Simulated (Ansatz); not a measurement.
## Geometry relaxation, with input and output: PtS2 (part 1 of 2)

System: PtS2 (P-3m1, 3 atoms in the cell).
Method: DFT, r2SCAN+rVV10, plane waves, PAW, no spin polarisation (Ansatz 0.2.0).

The structure was built on a prototype by a generator. The geometry comes from this level: PBEsol.

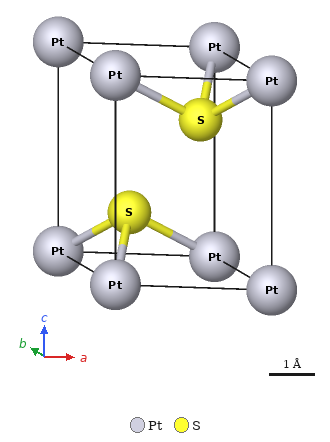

Figure 1. The input geometry (ball-and-stick view of the cell of the calculation, seen slightly off an axis). An atom can appear more than once, as a periodic image. Near neighbours in the periodic cell (some may lie outside the picture): Pt has 6 S at 2.38 Å; S has 3 Pt at 2.38 Å.

**Input**
```yaml
crystal:
  lattice:
    - [3.5672013271, 0.0, 0.0]
    - [-1.7836006636, 3.0892869697, 0.0]
    - [0.0, 0.0, 4.8474976575]
  atoms:
    - { symbol: Pt, position: [0.0, 0.0, 0.0] }
    - { symbol: S, position: [0.3333333333, 0.6666666667, 0.2473594827] }
    - { symbol: S, position: [0.6666666667, 0.3333333333, 0.7526405173] }
kpoints:
  mp_grid: { grid: [12, 12, 6] }
hamiltonian:
  xc: r2scan
  dispersion: rvv10
scf:
  occupations: { method: fermi_dirac, width: 0.03 }
relax:
  f_tol: 0.01
  cell: {}
  max_steps: 120
```

Hardware: 2 threads of Arm Neoverse V1, 24 GiB of memory available, shared host.

Command:
```bash
ansatz run input.yaml --threads 2 --pin off --max-ram 2211MiB --backend cpu --events-out ev --progress --plain --runs-dir out
```

**The program's output**
```
Engine: ansatz 0.2.0, aarch64-unknown-linux-gnu
Pseudopotentials: kind: paw
Pseudopotential: Pt, paw, valence charge 18, recommended cutoff 500 eV (meta_gga), Pt.paw.azcp
Pseudopotential: S, paw, valence charge 6, recommended cutoff 500 eV (meta_gga), S.paw.azcp
Functional definition: r2SCAN+rVV10
  parameter k0 = 0.174
  parameter k1 = 0.065
  parameter a1 = 4.9479
  exchange = r2scan_x(k0 = k0, k1 = k1, a1 = a1)
  correlation = r2scan_c + rvv10(11.95, 0.0093)
Crystal: 3 atoms, lattice volume = 53.420 Å³
Basis set: ecut = 500 eV, 1385 PW (Γ), exchange–correlation on 120×120×160 points (64 copies of the dense FFT grid, shifted against one another)
Bands: 19, of which v1, the nominal top of the filled ones, is band 15 counted from 1 (14 counted from 0)
Symmetry: 12 space group operations
Space group: P-3m1 (ITA 164), of the structure as read, at distance tolerance 3.8e-5 Å
k-points: 100 of 864
Non-local potential: Pt, projectors of the file, l = 0: 3, l = 1: 2, l = 2: 2, l = 3: 1
Non-local potential: S, projectors of the file, l = 0: 2, l = 1: 2, l = 2: 2
PAW form: soft (Blöchl's): semilocal exchange-correlation on the pseudo side does not see the compensation charge
rVV10 density: all electrons in the spheres
PAW frozen core: Pt, regenerated for the run's functional (the file was generated under x = pbe(κ = 0.804, μ = 0.2195149727645171), c = pbe(β = 0.06672455060314922))
PAW frozen core: S, regenerated for the run's functional (the file was generated under x = pbe(κ = 0.804, μ = 0.2195149727645171), c = pbe(β = 0.06672455060314922))
PAW one-centre angular grid: Pt, 590 points (default); XC on 160 Gauss nodes
PAW one-centre angular grid: S, 302 points (default); XC on 160 Gauss nodes
Initial density: superposition of atomic densities (neutral atoms: chi_scale 0, normalization atom), corrected by the library's trained network
Initial wavefunctions: pseudopotential atomic-orbital guess
Functional: x = r2scan, c = r2scan + rvv10(b = 11.95, C = 0.0093); τ floored in thin density (d = 2e-4 eV/Å³)
SCF iter   1: F=—  HF=-14345.606239 eV  |F-HF|=—  |Δ(HF+E_count)|=         —  Δρ=8.31e-3  dr2=2.98e-2  dr2_τ=8.19e-2  ethr=1.77e-3  ⟨swp⟩=6.0  Hψ=10092  notcnv=0
preconditioner: auto → Resta (q_TF=auto, 2.478 Å⁻¹)  ε∞=6.4  [insulator: Δε(μ)=0.502 eV  Ē_g=10.240 eV  σ=0.030 eV  W_gap=1.00  n_scr=20 (ndim 8)  ℏωp=23.8 eV  f_vac=0.009  D(μ)=0.00/eV (n_scr^D=0)  ε∞_Penn≈6.4]
SCF iter   2: F=—  HF=-14345.641218 eV  |F-HF|=—  |Δ(HF+E_count)|=   3.50e-2  Δρ=5.03e-3  dr2=4.86e-3  dr2_τ=1.70e-3  ethr=9.93e-5  ⟨swp⟩=2.0  Hψ=4049  notcnv=0
SCF iter   3: F=—  HF=-14345.641773 eV  |F-HF|=—  |Δ(HF+E_count)|=   5.55e-4  Δρ=2.58e-3  dr2=1.18e-3  dr2_τ=1.08e-4  ethr=1.62e-5  ⟨swp⟩=1.2  Hψ=2046  notcnv=0
SCF iter   4: F=—  HF=-14345.642038 eV  |F-HF|=—  |Δ(HF+E_count)|=   2.65e-4  Δρ=2.19e-4  dr2=1.84e-5  dr2_τ=1.50e-6  ethr=3.92e-6  ⟨swp⟩=2.0  Hψ=3001  notcnv=0
SCF iter   5: F=—  HF=-14345.642047 eV  |F-HF|=—  |Δ(HF+E_count)|=   9.30e-6  Δρ=5.22e-5  dr2=1.78e-6  dr2_τ=1.07e-7  ethr=6.15e-8  ⟨swp⟩=2.3  Hψ=3307  notcnv=0
SCF iter   6: F=-14345.642048 eV  HF=-14345.642048 eV  |F-HF|=1.27e-8  |Δ(HF+E_count)|=   5.97e-7  Δρ=1.11e-5  dr2=6.12e-8  dr2_τ=4.56e-9  ethr=3.33e-10  ⟨swp⟩=3.3  Hψ=8175  notcnv=0
SCF 1 converged in 6 iterations: F = -14345.642048 eV  dr2 = 6.12e-8
  greatest PAW one-centre occupation: 1.000 electrons in one spin orbital (limit 2), on the Pt atom at site 0 (counted from 0), in its partial waves of l = 0
relax step   1: F+E_penalty+E_count = -14345.64204777 eV  Δ(F+E_penalty+E_count) = +0.000e0 eV  max|allowed force component| = 1.618e-1 eV/Å  Δτ_max = 0.0000 Å  P = +1.712 GPa  Ω = 53.420 Å³  (6 SCF iters, dr2 threshold 1.00e-7 eV, accepted)
Crystal: 3 atoms, lattice volume = 54.731 Å³
Basis set: ecut = 500 eV, 1399 PW (Γ), exchange–correlation on 120×120×160 points (64 copies of the dense FFT grid, shifted against one another)
rVV10 density: all electrons in the spheres
Initial density: handed on by an earlier stage of this run
Initial wavefunctions: those handed on with the density
iter 1 solved again at ethr=5.90e-6 eV; its pass at ethr=3.10e-3 eV (dr2=1.77e-3 eV) is discarded
SCF iter   1: F=—  HF=-14345.615766 eV  |F-HF|=—  |Δ(HF+E_count)|=         —  Δρ=2.37e-3  dr2=1.92e-3  dr2_τ=3.71e-2  ethr=5.90e-6  ⟨swp⟩=2.0  Hψ=12365  notcnv=0
preconditioner: auto → Resta (q_TF=auto, 2.468 Å⁻¹)  ε∞=6.4  [insulator: Δε(μ)=0.671 eV  Ē_g=10.127 eV  σ=0.030 eV  W_gap=1.00  n_scr=20 (ndim 8)  ℏωp=23.5 eV  f_vac=0.012  D(μ)=0.00/eV (n_scr^D=0)  ε∞_Penn≈6.4]
SCF iter   2: F=—  HF=-14345.651146 eV  |F-HF|=—  |Δ(HF+E_count)|=   3.54e-2  Δρ=1.38e-3  dr2=4.01e-4  dr2_τ=8.33e-5  ethr=5.90e-6  ⟨swp⟩=2.0  Hψ=3803  notcnv=0
SCF iter   3: F=—  HF=-14345.651281 eV  |F-HF|=—  |Δ(HF+E_count)|=   1.36e-4  Δρ=7.16e-4  dr2=1.15e-4  dr2_τ=1.24e-5  ethr=1.34e-6  ⟨swp⟩=1.0  Hψ=1900  notcnv=0
SCF iter   4: F=—  HF=-14345.651337 eV  |F-HF|=—  |Δ(HF+E_count)|=   5.62e-5  Δρ=5.95e-5  dr2=1.50e-6  dr2_τ=1.55e-7  ethr=3.83e-7  ⟨swp⟩=2.0  Hψ=3100  notcnv=0
SCF iter   5: F=-14345.651338 eV  HF=-14345.651338 eV  |F-HF|=2.68e-8  |Δ(HF+E_count)|=   5.77e-7  Δρ=1.38e-5  dr2=7.16e-8  dr2_τ=1.81e-8  ethr=1.00e-9  ⟨swp⟩=5.0  Hψ=7537  notcnv=0
SCF 2 converged in 5 iterations: F = -14345.651338 eV  dr2 = 7.16e-8
relax step   2: F+E_penalty+E_count = -14345.65133792 eV  Δ(F+E_penalty+E_count) = -9.290e-3 eV  max|allowed force component| = 2.896e-2 eV/Å  Δτ_max = 0.0115 Å  P = -0.167 GPa  Ω = 54.731 Å³  energy of the carried Pulay correction = -3.154e-4 eV  (5 SCF iters, dr2 threshold 3.00e-7 eV, accepted)
Crystal: 3 atoms, lattice volume = 55.483 Å³
Basis set: ecut = 500 eV, 1459 PW (Γ), exchange–correlation on 120×120×160 points (64 copies of the dense FFT grid, shifted against one another)
rVV10 density: all electrons in the spheres
iter 1 solved again at ethr=2.73e-6 eV; its pass at ethr=3.10e-3 eV (dr2=8.18e-4 eV) is discarded
SCF iter   1: F=—  HF=-14345.635294 eV  |F-HF|=—  |Δ(HF+E_count)|=         —  Δρ=1.91e-3  dr2=8.46e-4  dr2_τ=2.04e-2  ethr=2.73e-6  ⟨swp⟩=2.6  Hψ=12905  notcnv=0
preconditioner: auto → Resta (q_TF=auto, 2.463 Å⁻¹)  ε∞=6.3  [insulator: Δε(μ)=0.785 eV  Ē_g=10.123 eV  σ=0.030 eV  W_gap=1.00  n_scr=20 (ndim 8)  ℏωp=23.4 eV  f_vac=0.014  D(μ)=0.00/eV (n_scr^D=0)  ε∞_Penn≈6.3]
SCF iter   2: F=—  HF=-14345.653975 eV  |F-HF|=—  |Δ(HF+E_count)|=   1.87e-2  Δρ=1.12e-3  dr2=2.41e-4  dr2_τ=2.55e-5  ethr=2.73e-6  ⟨swp⟩=2.1  Hψ=3806  notcnv=0
SCF iter   3: F=—  HF=-14345.654118 eV  |F-HF|=—  |Δ(HF+E_count)|=   1.43e-4  Δρ=3.67e-4  dr2=2.86e-5  dr2_τ=5.39e-6  ethr=8.02e-7  ⟨swp⟩=2.1  Hψ=3113  notcnv=0
SCF iter   4: F=—  HF=-14345.654139 eV  |F-HF|=—  |Δ(HF+E_count)|=   2.04e-5  Δρ=5.55e-5  dr2=1.70e-6  dr2_τ=2.84e-7  ethr=9.54e-8  ⟨swp⟩=2.1  Hψ=2879  notcnv=0
SCF iter   5: F=—  HF=-14345.654139 eV  |F-HF|=—  |Δ(HF+E_count)|=   1.98e-7  Δρ=3.39e-5  dr2=5.89e-7  dr2_τ=4.03e-8  ethr=1.00e-9  ⟨swp⟩=5.0  Hψ=7389  notcnv=0
SCF iter   6: F=-14345.654139 eV  HF=-14345.654139 eV  |F-HF|=1.57e-9  |Δ(HF+E_count)|=   9.44e-8  Δρ=1.05e-5  dr2=5.26e-8  dr2_τ=2.34e-9  ethr=1.00e-9  ⟨swp⟩=4.3  Hψ=6425  notcnv=0
SCF 3 converged in 6 iterations: F = -14345.654139 eV  dr2 = 5.26e-8
relax step   3: F+E_penalty+E_count = -14345.65413898 eV  Δ(F+E_penalty+E_count) = -2.801e-3 eV  max|allowed force component| = 2.980e-2 eV/Å  Δτ_max = 0.0153 Å  P = -0.191 GPa  Ω = 55.483 Å³  energy of the carried Pulay correction = -4.927e-4 eV  (6 SCF iters, dr2 threshold 3.00e-7 eV, accepted)
Crystal: 3 atoms, lattice volume = 56.055 Å³
rVV10 density: all electrons in the spheres
iter 1 solved again at ethr=1.80e-6 eV; its pass at ethr=3.10e-3 eV (dr2=5.39e-4 eV) is discarded
SCF iter   1: F=—  HF=-14345.644781 eV  |F-HF|=—  |Δ(HF+E_count)|=         —  Δρ=1.47e-3  dr2=5.01e-4  dr2_τ=1.02e-2  ethr=1.80e-6  ⟨swp⟩=2.1  Hψ=12335  notcnv=0
preconditioner: auto → Resta (q_TF=auto, 2.458 Å⁻¹)  ε∞=6.3  [insulator: Δε(μ)=0.862 eV  Ē_g=10.129 eV  σ=0.030 eV  W_gap=1.00  n_scr=22 (ndim 8)  ℏωp=23.3 eV  f_vac=0.017  D(μ)=0.00/eV (n_scr^D=0)  ε∞_Penn≈6.3]
SCF iter   2: F=—  HF=-14345.654496 eV  |F-HF|=—  |Δ(HF+E_count)|=   9.72e-3  Δρ=8.92e-4  dr2=1.62e-4  dr2_τ=1.38e-5  ethr=1.67e-6  ⟨swp⟩=2.0  Hψ=3802  notcnv=0
SCF iter   3: F=—  HF=-14345.654584 eV  |F-HF|=—  |Δ(HF+E_count)|=   8.84e-5  Δρ=2.37e-4  dr2=1.47e-5  dr2_τ=4.06e-6  ethr=5.40e-7  ⟨swp⟩=2.6  Hψ=3143  notcnv=0
SCF iter   4: F=—  HF=-14345.654592 eV  |F-HF|=—  |Δ(HF+E_count)|=   8.04e-6  Δρ=6.64e-5  dr2=2.79e-6  dr2_τ=5.98e-7  ethr=4.91e-8  ⟨swp⟩=2.0  Hψ=2816  notcnv=0
SCF iter   5: F=—  HF=-14345.654592 eV  |F-HF|=—  |Δ(HF+E_count)|=   1.42e-7  Δρ=3.31e-5  dr2=5.46e-7  dr2_τ=2.37e-8  ethr=9.29e-9  ⟨swp⟩=2.3  Hψ=2850  notcnv=0
SCF iter   6: F=-14345.654592 eV  HF=-14345.654592 eV  |F-HF|=4.12e-9  |Δ(HF+E_count)|=   1.03e-7  Δρ=7.66e-6  dr2=2.74e-8  dr2_τ=1.43e-9  ethr=7.74e-10  ⟨swp⟩=4.8  Hψ=6650  notcnv=0
SCF 4 converged in 6 iterations: F = -14345.654592 eV  dr2 = 2.74e-8
relax step   4: F+E_penalty+E_count = -14345.65459223 eV  Δ(F+E_penalty+E_count) = -4.532e-4 eV  max|allowed force component| = 2.127e-2 eV/Å  Δτ_max = 0.0147 Å  P = -0.028 GPa  Ω = 56.055 Å³  energy of the carried Pulay correction = -6.262e-4 eV  (6 SCF iters, dr2 threshold 2.32e-7 eV, accepted)
Crystal: 3 atoms, lattice volume = 56.008 Å³
rVV10 density: all electrons in the spheres
iter 1 solved again at ethr=6.51e-8 eV; its pass at ethr=3.10e-3 eV (dr2=1.95e-5 eV) is discarded
SCF iter   1: F=—  HF=-14345.654625 eV  |F-HF|=—  |Δ(HF+E_count)|=         —  Δρ=2.36e-4  dr2=1.82e-5  dr2_τ=9.84e-5  ethr=6.51e-8  ⟨swp⟩=3.3  Hψ=11811  notcnv=0
preconditioner: auto → Resta (q_TF=auto, 2.459 Å⁻¹)  ε∞=6.3  [insulator: Δε(μ)=0.854 eV  Ē_g=10.134 eV  σ=0.030 eV  W_gap=1.00  n_scr=22 (ndim 8)  ℏωp=23.3 eV  f_vac=0.016  D(μ)=0.00/eV (n_scr^D=0)  ε∞_Penn≈6.3]
SCF iter   2: F=—  HF=-14345.654685 eV  |F-HF|=—  |Δ(HF+E_count)|=   6.03e-5  Δρ=1.33e-4  dr2=4.79e-6  dr2_τ=3.09e-7  ethr=6.07e-8  ⟨swp⟩=2.0  Hψ=3016  notcnv=0
SCF iter   3: F=—  HF=-14345.654686 eV  |F-HF|=—  |Δ(HF+E_count)|=   6.95e-7  Δρ=3.58e-5  dr2=1.02e-6  dr2_τ=2.39e-7  ethr=1.60e-8  ⟨swp⟩=2.0  Hψ=2778  notcnv=0
SCF iter   4: F=—  HF=-14345.654686 eV  |F-HF|=—  |Δ(HF+E_count)|=   8.63e-8  Δρ=1.07e-5  dr2=6.18e-8  dr2_τ=7.88e-9  ethr=3.39e-9  ⟨swp⟩=2.6  Hψ=2695  notcnv=0
SCF iter   5: F=-14345.654686 eV  HF=-14345.654686 eV  |F-HF|=1.01e-9  |Δ(HF+E_count)|=   9.86e-9  Δρ=3.98e-6  dr2=1.15e-8  dr2_τ=4.53e-10  ethr=9.43e-11  ⟨swp⟩=4.2  Hψ=6420  notcnv=0
SCF 5 converged in 5 iterations: F = -14345.654686 eV  dr2 = 1.15e-8
relax step   5: F+E_penalty+E_count = -14345.65468612 eV  Δ(F+E_penalty+E_count) = -9.388e-5 eV  max|allowed force component| = 9.197e-5 eV/Å  Δτ_max = 0.0020 Å  P = -0.011 GPa  Ω = 56.008 Å³  energy of the carried Pulay correction = -6.154e-4 eV  (5 SCF iters, dr2 threshold 2.83e-8 eV, accepted)
Basis set: ecut = 500 eV, 1459 PW (Γ), exchange–correlation on 120×120×180 points (64 copies of the dense FFT grid, shifted against one another)
rVV10 density: all electrons in the spheres
Initial wavefunctions: pseudopotential atomic-orbital guess (no wavefunctions were taken with the density)
iter 1 solved again at ethr=1.18e-7 eV; its pass at ethr=3.10e-3 eV (dr2=3.55e-5 eV) is discarded
```
